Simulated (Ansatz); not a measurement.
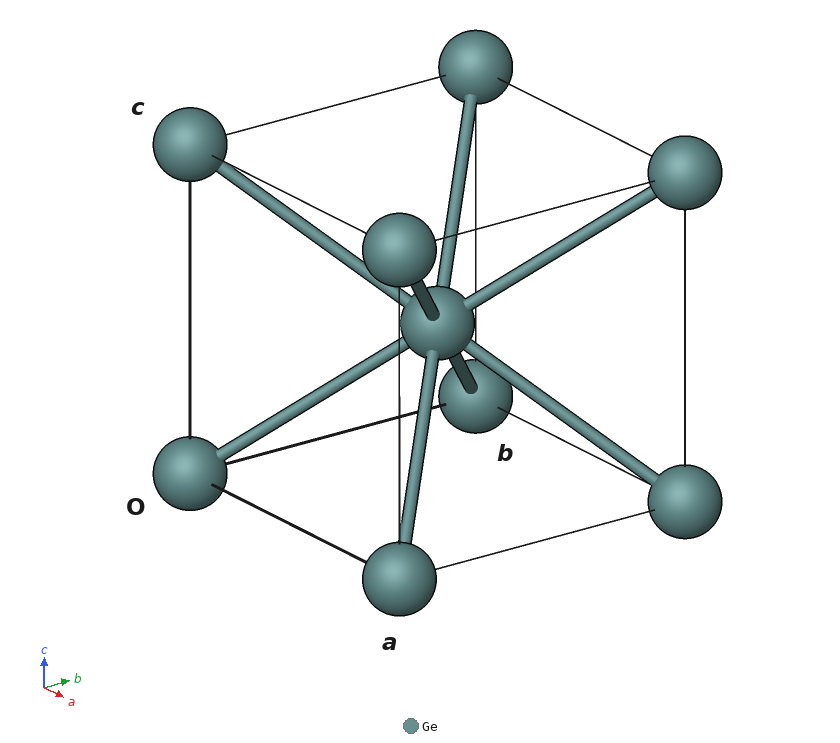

One unit cell is drawn above. Crystal: Ge, the input geometry of an electronic-structure calculation (not necessarily at equilibrium); the starting structure was generated, so it need not be a known form of this composition. All values are computed from the atomic coordinates in the standard setting (tolerance 0.002 Å).

```cif
data_structure
_symmetry_space_group_name_H-M 'P 1'
_symmetry_Int_Tables_number 1
_cell_length_a 3.3216
_cell_length_b 3.3216
_cell_length_c 3.3216
_cell_angle_alpha 90.000
_cell_angle_beta 90.000
_cell_angle_gamma 90.000
_cell_volume 36.65
loop_
_atom_site_label
_atom_site_type_symbol
_atom_site_fract_x
_atom_site_fract_y
_atom_site_fract_z
_atom_site_occupancy
Ge1 Ge 0.00000 0.00000 0.00000 1
Ge2 Ge 0.50000 0.50000 0.50000 1
```

> What is its point group?

m-3m (Oh), order 48, cubic system: three fourfold axes, four threefold axes, six twofold axes, nine mirror planes, an inversion centre.

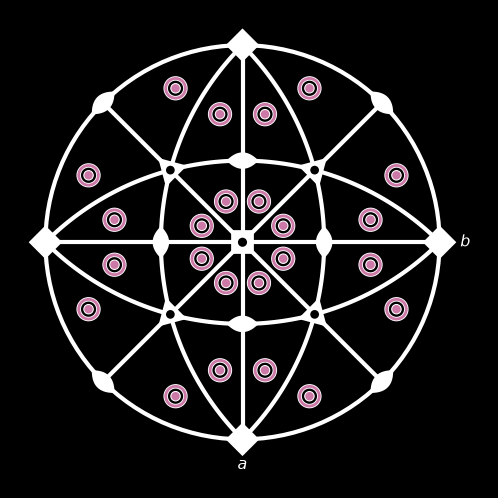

Stereographic projection: filled dots lie in the upper hemisphere, open rings in the lower; heavy lines are mirror planes (a heavy rim: a mirror in the plane of the page); lens, triangle, square and hexagon are 2-, 3-, 4- and 6-fold axes, a lens in an open square is −4, a triangle in an open hexagon −6; thin dashed diameters join the ends of axes that lie in the page; a small open circle marks inversion. The poles are one general form. The c axis points at the viewer.

> What does this class allow?

Class m-3m is centrosymmetric, so neither piezoelectric nor pyroelectric; it is not chiral. Its Laue class is m-3m.
